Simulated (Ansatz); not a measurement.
Geometry relaxation of Al$_{6}$N (part 2 of 2)

The same run, continued: Al$_{6}$N (slab, 14 atoms in the cell); DFT PBE, scalar-relativistic, plane waves, PAW, PAW set soft_1, no spin polarisation (Ansatz 0.2.0); cutoff 420 eV, 6×6×1 k-mesh, Gaussian smearing of 0.1 eV. The structure derives from an entry of the Crystallography Open Database. The input holds or restrains some coordinates. Forces given for the steps count only the free coordinates.

Geometry of the input (Å; fractional positions):
```
5.7135  0.0000  0.0000
-2.8568  4.9481  0.0000
0.0000  0.0000  21.2014
Al 0.3333  0.1667  0.1887
Al 0.3333  0.6667  0.1887
Al 0.8333  0.1667  0.1887
Al 0.8333  0.6667  0.1887
Al 0.1667  0.3333  0.2972
Al 0.1667  0.8333  0.2972
Al 0.6667  0.3333  0.2972
Al 0.6667  0.8333  0.2972
Al 0.0000  0.0000  0.4057
Al -0.0000  0.5000  0.4057
Al 0.5000  0.0000  0.4057
Al 0.5000  0.5000  0.4057
N  0.0833  0.3333  0.5246
N  0.0833  0.3333  0.5764
```

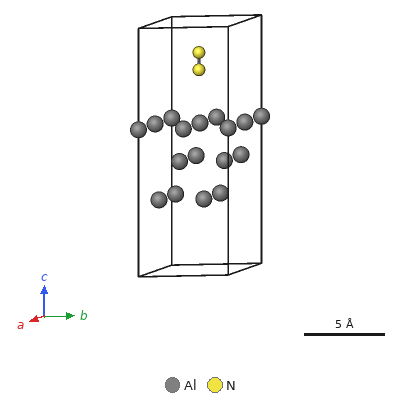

**Figure 1.** The geometry at step 4 of the log (ball-and-stick view of the cell of the calculation, with the vacuum cut short, seen slightly off an axis).

## The program's output, continued
```
relax step   8: F+E_penalty+E_count = -7215.25229758 eV  Δ(F+E_penalty+E_count) = -3.412e-3 eV  max|allowed force component| = 2.374e-2 eV/Å  Δτ_max = 0.1853 Å  (10 SCF iters, accepted)
efield: sawtooth ramp at fractional position 0.8626 (handed on by an earlier solve), width 0.0400; the density the first Hamiltonian is built on has a dipole p = -0.004 e·Å; the dipole correction subtracts the counter field D = -1.21e-3 V/Å, which shifts the + side's vacuum level by +0.03 eV against the − side's; the planar-averaged density in the ramp window peaks in size at 2.6e-6 e/Å³
preconditioner: auto → LDOS  [metal: Δε(μ)=0.067 eV  Ē_g=6.768 eV  σ=0.100 eV  W_gap=0.36  n_scr=66 (ndim 8)  ℏωp=10.1 eV  f_vac=0.477  D(μ)=6.25/eV (n_scr^D=26)  β→1.0]
SCF 9 converged in 8 iterations: F = -7215.253200 eV  dr2 = 2.05e-8
relax step   9: F+E_penalty+E_count = -7215.25320037 eV  Δ(F+E_penalty+E_count) = -9.028e-4 eV  max|allowed force component| = 2.459e-3 eV/Å  Δτ_max = 0.1244 Å  (8 SCF iters, accepted)
SCF iter   1: F=—  HF=-7215.260429 eV  |F-HF|=—  |Δ(HF+E_count)|=         —  Δρ=8.20e-3  dr2=8.45e-2  ethr=1.85e-3  p=-0.004 e·Å  D=-1.09e-3 V/Å  ΔV_dip=0.02 eV  dr2_dipole=1.78e-4  V_vac-E_F(+/−)=3.94/3.92 eV  ⟨swp⟩=2.7  Hψ=1988  notcnv=0  defer=6
efield: sawtooth ramp at fractional position 0.8626 (handed on by an earlier solve), width 0.0400; the density the first Hamiltonian is built on has a dipole p = -0.004 e·Å; the dipole correction subtracts the counter field D = -1.09e-3 V/Å, which shifts the + side's vacuum level by +0.02 eV against the − side's; the planar-averaged density in the ramp window peaks in size at 2.8e-6 e/Å³
preconditioner: auto → LDOS  [metal: Δε(μ)=0.067 eV  Ē_g=6.765 eV  σ=0.100 eV  W_gap=0.36  n_scr=66 (ndim 8)  ℏωp=10.1 eV  f_vac=0.477  D(μ)=6.24/eV (n_scr^D=26)  β→1.0]
SCF iter   2: F=—  HF=-7215.299151 eV  |F-HF|=—  |Δ(HF+E_count)|=   3.87e-2  Δρ=6.03e-3  dr2=2.36e-1  ethr=1.84e-4  p=-0.039 e·Å  D=-1.17e-2 V/Å  ΔV_dip=0.25 eV  dr2_dipole=6.11e-3  V_vac-E_F(+/−)=4.16/3.91 eV  ⟨swp⟩=2.0  Hψ=1459  notcnv=0  defer=22
SCF iter   3: F=—  HF=-7215.301482 eV  |F-HF|=—  |Δ(HF+E_count)|=   2.33e-3  Δρ=5.86e-3  dr2=2.49e-1  ethr=1.84e-4  p=0.030 e·Å  D=8.99e-3 V/Å  ΔV_dip=-0.19 eV  dr2_dipole=3.44e-3  V_vac-E_F(+/−)=3.72/3.91 eV  ⟨swp⟩=2.3  Hψ=1190  notcnv=0  defer=22
SCF iter   4: F=—  HF=-7215.261692 eV  |F-HF|=—  |Δ(HF+E_count)|=   3.98e-2  Δρ=2.47e-3  dr2=4.34e-2  ethr=1.84e-4  p=0.010 e·Å  D=3.10e-3 V/Å  ΔV_dip=-0.07 eV  dr2_dipole=5.96e-4  V_vac-E_F(+/−)=3.85/3.91 eV  ⟨swp⟩=2.0  Hψ=1437  notcnv=0  defer=19
SCF iter   5: F=—  HF=-7215.253689 eV  |F-HF|=—  |Δ(HF+E_count)|=   8.00e-3  Δρ=5.24e-4  dr2=1.99e-3  ethr=9.44e-5  p=-0.001 e·Å  D=-1.53e-4 V/Å  ΔV_dip=0.00 eV  dr2_dipole=1.97e-5  V_vac-E_F(+/−)=3.92/3.92 eV  ⟨swp⟩=2.0  Hψ=805  notcnv=0  defer=19
SCF iter   6: F=—  HF=-7215.253312 eV  |F-HF|=—  |Δ(HF+E_count)|=   3.77e-4  Δρ=5.55e-5  dr2=2.31e-5  ethr=4.32e-6  p=-0.003 e·Å  D=-9.45e-4 V/Å  ΔV_dip=0.02 eV  dr2_dipole=3.23e-8  V_vac-E_F(+/−)=3.94/3.92 eV  ⟨swp⟩=2.0  Hψ=805  notcnv=0  defer=19
SCF iter   7: F=—  HF=-7215.253378 eV  |F-HF|=—  |Δ(HF+E_count)|=   6.54e-5  Δρ=4.98e-6  dr2=3.08e-7  ethr=5.02e-8  p=-0.003 e·Å  D=-1.03e-3 V/Å  ΔV_dip=0.02 eV  dr2_dipole=2.69e-8  V_vac-E_F(+/−)=3.94/3.92 eV  ⟨swp⟩=2.0  Hψ=835  notcnv=0  defer=19
SCF iter   8: F=-7215.253378 eV  HF=-7215.253378 eV  |F-HF|=3.27e-10  |Δ(HF+E_count)|=   3.69e-8  Δρ=8.63e-7  dr2=5.72e-9  ethr=2.17e-10  p=-0.003 e·Å  D=-1.03e-3 V/Å  ΔV_dip=0.02 eV  dr2_dipole=4.30e-11  V_vac-E_F(+/−)=3.94/3.92 eV  ⟨swp⟩=12.3  Hψ=4115  notcnv=0
SCF 10 converged in 8 iterations: F = -7215.253378 eV  dr2 = 5.72e-9
relax step  10: F+E_penalty+E_count = -7215.25337768 eV  Δ(F+E_penalty+E_count) = -1.773e-4 eV  max|allowed force component| = 3.433e-3 eV/Å  Δτ_max = 0.0734 Å  (8 SCF iters, accepted)
SCF converged after 8 iterations
Free energy (F): -7215.253378 eV
Harris-Foulkes:  -7215.253378 eV  (|F-HF|=3.27e-10)
Internal energy: -7215.222171 eV  (E = F + TS)
E sigma→0 (E₀):  -7215.237774 eV
Entropy (-TS):   -0.031207 eV (-2.229 meV/atom)
Fermi energy:    0.394804 eV
Dipole field:    D = -0.001027 V/Å  (p = -0.003400 e·Å, saw-weighted, corrected)
Work function:   Φ+ = 3.9373 eV   Φ− = 3.9155 eV
Levels:          The Fermi level and band energies are counted from a zero that moves with the ramp; work functions are not
--- Per-component energies (eV) ---
  E_band       = -241.339072
  E_kinetic    = 503.258506
  E_local      = -6344.256770  (includes V_loc(G=0)·N_el)
  E_nonlocal   = 196.078629
  E_hartree    = 2984.423409
  E_xc         = -557.845782
  E_vxc        = -482.337788  (∫ρ·V_xc dr)
  E_paw        = -5888.979203  (= ΣΔE_a)
  E_vpaw       = -82.918842  (= ΣTr[D̂ρ^β])
  E_aug_tail   = 0.001610  (compensation charges beyond the density's cutoff)
  E_efield     = 0.000002  (sawtooth field / dipole correction)
  E_vefield    = -0.014506  (∫n·V_field dr)
  E_ewald      = 1892.097427
  E_smearing   = -0.031207  (= −TS)
  E_closure    = 0.000000  (closes the sum)
  Σ components = -7215.253378   (vs F -7215.253378, Δ=0.00e0)
--- Forces (eV/Å), atoms counted from 1 ---
  atom   1  Al    -0.00067395     0.00033771     0.00301674
  atom   2  Al    -0.00036898    -0.00120477     0.00263813
  atom   3  Al     0.00109753     0.00108146     0.00232196
  atom   4  Al    -0.00004138    -0.00017986     0.00258838
  atom   5  Al    -0.00157980     0.00006952    -0.00398576
  atom   6  Al    -0.00109915    -0.00149120     0.00126497
  atom   7  Al     0.00132576     0.00104450     0.00021588
  atom   8  Al     0.00058603     0.00036040    -0.00001967
  atom   9  Al    -0.00147620     0.00303736    -0.00264436
  atom  10  Al     0.00230312    -0.00241314    -0.00232259
  atom  11  Al     0.00239687     0.00020913    -0.00164368
  atom  12  Al    -0.00275165    -0.00106280    -0.00241985
  atom  13  N      0.00051534     0.00029924    -0.00240657
  atom  14  N     -0.00023314    -0.00008849     0.00343293
  max |Σ_I F_I| component: 3.65e-5 eV/Å
--- Band table (eV; the first three rows and the last of 20) ---
  k-point 0: bands = ["-23.9710", "-10.1697", "-9.3275", "-8.4629", "-7.4005", "-7.4002", "-6.0941", "-5.7528", "-4.2976", "-4.2968", "-4.2967", "-4.2658", "-4.2658", "-4.2649", "-2.8864", "-2.8864", "-2.8847", "-2.6520", "-2.3420", "-2.3409", "-2.3405", "0.0073", "0.0081", "0.0089", "0.2429", "0.2430", "0.2468", "0.9173", "2.2002", "2.2028", "2.9872", "3.0010", "3.0052", "3.0355", "3.0376", "3.0427", "3.3326"]
  k-point 1: bands = ["-23.9709", "-10.0026", "-9.3267", "-8.2971", "-7.4044", "-7.4013", "-6.0884", "-6.0488", "-5.5911", "-5.0810", "-5.0809", "-4.3852", "-3.4439", "-3.4433", "-3.1793", "-3.1792", "-2.4951", "-2.3386", "-1.5886", "-1.5223", "-1.5219", "-0.5992", "-0.5978", "-0.4428", "1.0691", "1.1788", "1.1809", "1.2746", "2.1418", "2.1460", "2.2016", "2.2718", "2.3226", "3.4778", "3.8817", "4.0225", "4.0253"]
  k-point 2: bands = ["-23.9708", "-9.5026", "-9.3248", "-7.8009", "-7.5188", "-7.4124", "-7.4032", "-6.0784", "-5.8327", "-5.5641", "-5.5639", "-5.1006", "-3.9062", "-3.9057", "-3.1647", "-2.0250", "-1.8737", "-1.8732", "-1.1267", "-1.1256", "-0.2478", "0.0118", "0.0122", "0.3033", "1.5127", "1.5799", "1.5915", "1.8315", "2.0534", "2.0822", "2.1502", "2.2364", "2.7611", "2.7636", "3.5476", "3.8329", "3.8357"]
  k-point 19: bands = ["-23.9708", "-9.3247", "-8.6726", "-8.6718", "-7.4167", "-7.4040", "-6.9781", "-6.9778", "-6.0717", "-5.7257", "-5.7254", "-4.2886", "-4.2823", "-4.0634", "-4.0628", "-1.5064", "-1.5049", "-1.2514", "-1.2381", "-0.0986", "-0.0985", "0.1760", "0.1763", "1.3311", "1.3329", "1.6929", "1.7108", "1.9495", "2.0365", "2.0409", "2.1419", "2.2156", "2.2721", "3.0638", "3.0687", "4.2783", "4.2795"]
--- Relaxed structure (10 steps of the walk, 10 accepted, 0 SCFs on fresh bases) ---
  F+E_penalty+E_count = -7215.25337768 eV   max|allowed force component| = 3.433e-3 eV/Å
  atoms:
    - { symbol: Al, position: [0.3333333333, 0.16666666669999997, 0.18866698019999997] }
    - { symbol: Al, position: [0.3333333333, 0.6666666666999999, 0.18866698019999997] }
    - { symbol: Al, position: [0.8333333332999999, 0.16666666669999997, 0.18866698019999997] }
    - { symbol: Al, position: [0.8333333333000001, 0.6666666666999999, 0.18866698019999997] }
    - { symbol: Al, position: [0.16666666669999997, 0.3333333332999999, 0.29718444669999994] }
    - { symbol: Al, position: [0.16666666669999997, 0.8333333333, 0.29718444669999994] }
    - { symbol: Al, position: [0.6666666666999999, 0.3333333332999999, 0.29718444669999994] }
    - { symbol: Al, position: [0.6666666666999999, 0.8333333333, 0.29718444669999994] }
    - { symbol: Al, position: [0.0, 0.0, 0.4056990124] }
    - { symbol: Al, position: [-2.7755575615628914e-17, 0.5, 0.4056990124] }
    - { symbol: Al, position: [0.5, 0.0, 0.4056990124] }
    - { symbol: Al, position: [0.5, 0.5, 0.4056990124] }
    - { symbol: N, position: [0.08333333329999998, 0.3333333332999999, 0.597226868157394] }
    - { symbol: N, position: [0.08333333329999998, 0.3333333332999999, 0.6492182120892401] }
```

## Trajectory as extended XYZ (Å, eV, eV/Å), 7 of the 10 frames kept, from step=1 to step=10
```
14
Lattice="5.7135 0.0000 0.0000 -2.8568 4.9481 0.0000 0.0000 0.0000 21.2014" Properties=species:S:1:pos:R:3:forces:R:3 step=1 energy=-7214.99905
Al    1.4284    0.8247    4.0000    0.0351  -0.0162  -0.0246
Al    0.0000    3.2987    4.0000    0.0010   0.0236  -0.0359
Al    4.2851    0.8247    4.0000   -0.0157  -0.0027  -0.0392
Al    2.8568    3.2987    4.0000   -0.0221  -0.0038  -0.0347
Al    0.0000    1.6494    6.3007   -0.0199   0.0002  -0.0282
Al   -1.4284    4.1234    6.3007   -0.0363  -0.0180   0.0061
Al    2.8568    1.6494    6.3007   -0.0062   0.0302  -0.0132
Al    1.4284    4.1234    6.3007    0.0142  -0.0117  -0.0152
Al    0.0000    0.0000    8.6014    0.0211  -0.0655  -0.1397
Al   -1.4284    2.4740    8.6014   -0.0384   0.0369  -0.1526
Al    2.8568    0.0000    8.6014    0.0427  -0.0095   0.0071
Al    1.4284    2.4740    8.6014    0.0344   0.0086  -0.0930
N    -0.4761    1.6494   11.1214    0.0036   0.0334  -0.7180
N    -0.4761    1.6494   12.2214   -0.0121  -0.0057   1.2816
14
Lattice="5.7135 0.0000 0.0000 -2.8568 4.9481 0.0000 0.0000 0.0000 21.2014" Properties=species:S:1:pos:R:3:forces:R:3 step=3 energy=-7215.15718
Al    1.4284    0.8247    4.0000    0.0077  -0.0034  -0.0088
Al    0.0000    3.2987    4.0000   -0.0009   0.0021  -0.0136
Al    4.2851    0.8247    4.0000    0.0002   0.0036  -0.0161
Al    2.8568    3.2987    4.0000   -0.0072  -0.0018  -0.0131
Al    0.0000    1.6494    6.3007   -0.0125   0.0003  -0.0298
Al   -1.4284    4.1234    6.3007   -0.0160  -0.0116   0.0067
Al    2.8568    1.6494    6.3007    0.0031   0.0133  -0.0039
Al    1.4284    4.1234    6.3007    0.0060  -0.0021  -0.0055
Al    0.0000    0.0000    8.6014    0.0021  -0.0146  -0.0671
Al   -1.4284    2.4740    8.6014   -0.0114   0.0087  -0.0886
Al    2.8568    0.0000    8.6014    0.0232  -0.0019   0.0083
Al    1.4284    2.4740    8.6014    0.0026  -0.0004  -0.0388
N    -0.4761    1.6494   11.5010    0.0107   0.0091   0.4579
N    -0.4761    1.6494   12.6075   -0.0074  -0.0013  -0.1879
14
Lattice="5.7135 0.0000 0.0000 -2.8568 4.9481 0.0000 0.0000 0.0000 21.2014" Properties=species:S:1:pos:R:3:forces:R:3 step=4 energy=-7215.19992
Al    1.4284    0.8247    4.0000    0.0027  -0.0011  -0.0041
Al    0.0000    3.2987    4.0000   -0.0011  -0.0010  -0.0072
Al    4.2851    0.8247    4.0000    0.0021   0.0038  -0.0091
Al    2.8568    3.2987    4.0000   -0.0039  -0.0012  -0.0069
Al    0.0000    1.6494    6.3007   -0.0092   0.0003  -0.0236
Al   -1.4284    4.1234    6.3007   -0.0103  -0.0087   0.0058
Al    2.8568    1.6494    6.3007    0.0039   0.0086  -0.0017
Al    1.4284    4.1234    6.3007    0.0040  -0.0004  -0.0029
Al    0.0000    0.0000    8.6014   -0.0010  -0.0043  -0.0435
Al   -1.4284    2.4740    8.6014   -0.0042   0.0022  -0.0601
Al    2.8568    0.0000    8.6014    0.0160  -0.0007   0.0060
Al    1.4284    2.4740    8.6014   -0.0023  -0.0016  -0.0243
N    -0.4761    1.6494   11.6960    0.0077   0.0048   0.0442
N    -0.4761    1.6494   12.7991   -0.0045  -0.0008   0.1281
14
Lattice="5.7135 0.0000 0.0000 -2.8568 4.9481 0.0000 0.0000 0.0000 21.2014" Properties=species:S:1:pos:R:3:forces:R:3 step=5 energy=-7215.22602
Al    1.4284    0.8247    4.0000    0.0005  -0.0001  -0.0011
Al    0.0000    3.2987    4.0000   -0.0010  -0.0021  -0.0031
Al    4.2851    0.8247    4.0000    0.0025   0.0033  -0.0044
Al    2.8568    3.2987    4.0000   -0.0020  -0.0008  -0.0029
Al    0.0000    1.6494    6.3007   -0.0066   0.0002  -0.0175
Al   -1.4284    4.1234    6.3007   -0.0065  -0.0062   0.0045
Al    2.8568    1.6494    6.3007    0.0037   0.0056  -0.0006
Al    1.4284    4.1234    6.3007    0.0027   0.0003  -0.0015
Al    0.0000    0.0000    8.6014   -0.0021   0.0009  -0.0266
Al   -1.4284    2.4740    8.6014   -0.0002  -0.0011  -0.0374
Al    2.8568    0.0000    8.6014    0.0109  -0.0001   0.0036
Al    1.4284    2.4740    8.6014   -0.0041  -0.0019  -0.0148
N    -0.4761    1.6494   11.8907    0.0049   0.0026  -0.0839
N    -0.4761    1.6494   12.9927   -0.0027  -0.0004   0.1861
14
Lattice="5.7135 0.0000 0.0000 -2.8568 4.9481 0.0000 0.0000 0.0000 21.2014" Properties=species:S:1:pos:R:3:forces:R:3 step=7 energy=-7215.24889
Al    1.4284    0.8247    4.0000   -0.0007   0.0004   0.0019
Al    0.0000    3.2987    4.0000   -0.0007  -0.0019   0.0011
Al    4.2851    0.8247    4.0000    0.0019   0.0020   0.0004
Al    2.8568    3.2987    4.0000   -0.0005  -0.0004   0.0011
Al    0.0000    1.6494    6.3007   -0.0033   0.0001  -0.0086
Al   -1.4284    4.1234    6.3007   -0.0027  -0.0031   0.0025
Al    2.8568    1.6494    6.3007    0.0024   0.0024   0.0002
Al    1.4284    4.1234    6.3007    0.0012   0.0005  -0.0003
Al    0.0000    0.0000    8.6014   -0.0021   0.0036  -0.0087
Al   -1.4284    2.4740    8.6014    0.0025  -0.0029  -0.0115
Al    2.8568    0.0000    8.6014    0.0051   0.0002   0.0001
Al    1.4284    2.4740    8.6014   -0.0040  -0.0016  -0.0053
N    -0.4761    1.6494   12.2790    0.0017   0.0008  -0.0227
N    -0.4761    1.6494   13.3813   -0.0008  -0.0002   0.0500
14
Lattice="5.7135 0.0000 0.0000 -2.8568 4.9481 0.0000 0.0000 0.0000 21.2014" Properties=species:S:1:pos:R:3:forces:R:3 step=9 energy=-7215.25320
Al    1.4284    0.8247    4.0000   -0.0007   0.0004   0.0029
Al    0.0000    3.2987    4.0000   -0.0004  -0.0013   0.0024
Al    4.2851    0.8247    4.0000    0.0012   0.0012   0.0021
Al    2.8568    3.2987    4.0000   -0.0001  -0.0002   0.0024
Al    0.0000    1.6494    6.3007   -0.0018   0.0001  -0.0046
Al   -1.4284    4.1234    6.3007   -0.0013  -0.0017   0.0014
Al    2.8568    1.6494    6.3007    0.0015   0.0012   0.0002
Al    1.4284    4.1234    6.3007    0.0007   0.0004  -0.0001
Al    0.0000    0.0000    8.6014   -0.0016   0.0032  -0.0033
Al   -1.4284    2.4740    8.6014    0.0024  -0.0026  -0.0034
Al    2.8568    0.0000    8.6014    0.0028   0.0002  -0.0014
Al    1.4284    2.4740    8.6014   -0.0030  -0.0012  -0.0027
N    -0.4761    1.6494   12.5886    0.0007   0.0004   0.0016
N    -0.4761    1.6494   13.6910   -0.0003  -0.0001   0.0025
14
Lattice="5.7135 0.0000 0.0000 -2.8568 4.9481 0.0000 0.0000 0.0000 21.2014" Properties=species:S:1:pos:R:3:forces:R:3 step=10 energy=-7215.25338
Al    1.4284    0.8247    4.0000   -0.0007   0.0003   0.0030
Al    0.0000    3.2987    4.0000   -0.0004  -0.0012   0.0026
Al    4.2851    0.8247    4.0000    0.0011   0.0011   0.0023
Al    2.8568    3.2987    4.0000    0.0000  -0.0002   0.0026
Al    0.0000    1.6494    6.3007   -0.0016   0.0001  -0.0040
Al   -1.4284    4.1234    6.3007   -0.0011  -0.0015   0.0013
Al    2.8568    1.6494    6.3007    0.0013   0.0010   0.0002
Al    1.4284    4.1234    6.3007    0.0006   0.0004   0.0000
Al    0.0000    0.0000    8.6014   -0.0015   0.0030  -0.0026
Al   -1.4284    2.4740    8.6014    0.0023  -0.0024  -0.0023
Al    2.8568    0.0000    8.6014    0.0024   0.0002  -0.0016
Al    1.4284    2.4740    8.6014   -0.0028  -0.0011  -0.0024
N    -0.4761    1.6494   12.6620    0.0005   0.0003  -0.0024
N    -0.4761    1.6494   13.7643   -0.0002  -0.0001   0.0034
```

## Summary

- outcome: converged under the restraints of the input
- electrons treated: 46
- free energy: −7215.2534 eV
- work function, top face: 3.94 eV
- work function, bottom face: 3.92 eV
- Fermi energy: 0.395 eV
- gap on the k-point mesh: none (metallic)
- final volume: 599.38 Å³
- work function (upper face): 3.94 eV
- largest force (length of the vector) at the end, held atoms and coordinates included: 0.004 eV/Å
- hardware: 1 thread of Intel Xeon (Granite Rapids), 32 GiB of memory available, shared host
- wall time: 3.1 min
- peak memory: 0.87 GiB
